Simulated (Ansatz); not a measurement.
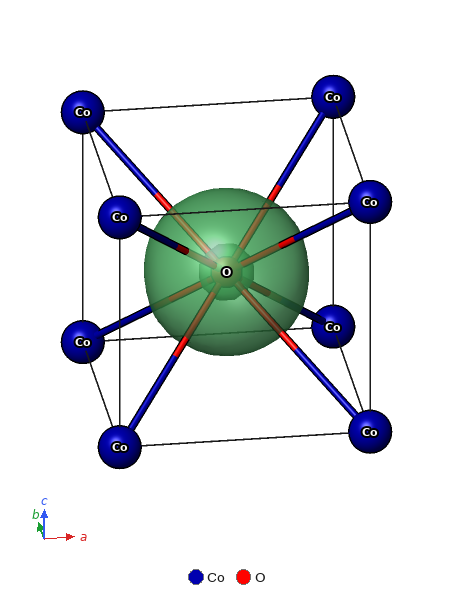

CoO. Isosurface of the electron localisation function at 0.6 (green), seen at an oblique angle. Core shells and regions of very low density are left out. Sticks mark near contacts.

Space group Pm-3m; a generated structure, not necessarily the stable one; built by placing these elements on a known structure type; computed pressure about 12 GPa in this cell; spin-polarised.

All numbers below come from Ansatz, Kohn-Sham DFT of a periodic cell, PBE, Ansatz PAW.

Core electrons are frozen (PAW), and the valence fields are smoothed inside the atomic spheres.

What do the ELF domains correspond to?

Answer. The surface consists of one region wrapped around O (its valence shell), counted in one cell of 2 atoms. Any copies at cell faces, edges or corners count once. Profiles from the grid: Co–O (2.23 Å): the ELF peaks at about 0.80 in the valence shell of O, 0.6 Å from its nucleus, and drops to about 0.10 between the two atoms: no localised pair shows between them.
